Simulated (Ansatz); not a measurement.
```
CELL_PARAMETERS angstrom
3.79888 0.00000 0.00000
-1.89944 3.28993 0.00000
0.00000 0.00000 27.21688
ATOMIC_POSITIONS crystal
Bi 0.33333 0.66667 0.26459
Bi 0.00000 0.00000 0.59792
Bi 0.66667 0.33333 0.93125
Bi 0.33333 0.66667 0.06875
Bi 0.00000 0.00000 0.40208
Bi 0.66667 0.33333 0.73541
Se 0.66667 0.33333 0.13015
Se 0.33333 0.66667 0.46348
Se 0.00000 0.00000 0.79682
Se 0.00000 0.00000 0.20318
Se 0.66667 0.33333 0.53652
Se 0.33333 0.66667 0.86985
Se 0.00000 0.00000 0.00000
Se 0.66667 0.33333 0.33333
Se 0.33333 0.66667 0.66667
```

Space group R-3m.

These are results of Ansatz 0.2.0, Kohn-Sham DFT of a periodic cell, RPBE with D3(BJ), Ansatz PAW, not measurements.

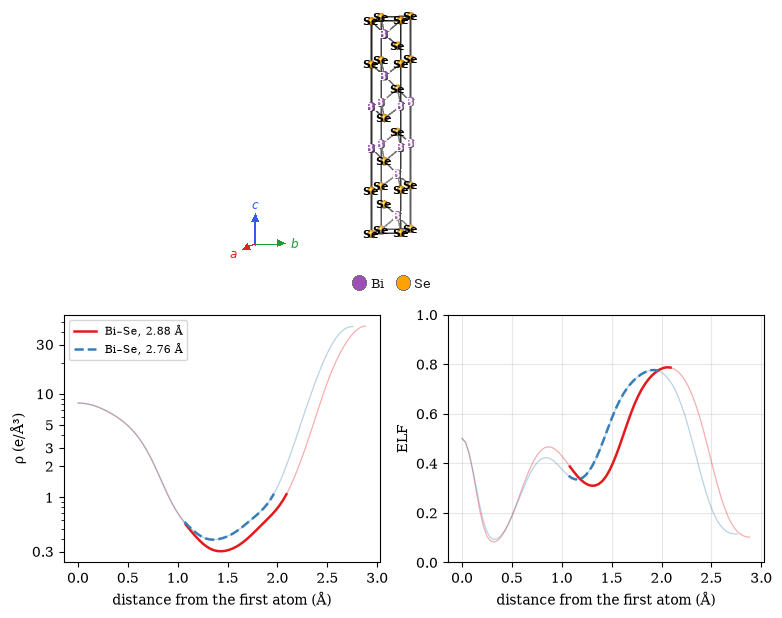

Bi$_{2}$Se$_{3}$. Valence electron density and electron localisation function along straight lines between neighbouring atoms. Thin, pale parts lie inside the atomic spheres. The structure is drawn too.

Core electrons are frozen (PAW), and the valence fields are smoothed inside the atomic spheres.

### What can be read from the curves?

Bi–Se (2.88 Å): the density is about 0.3 e/Å³ at the midpoint; the ELF is about 0.35 at the midpoint.
Bi–Se (2.76 Å): the density is about 0.39 e/Å³ at the midpoint; the ELF is about 0.45 at the midpoint and 0.35 at its lowest between the atoms.
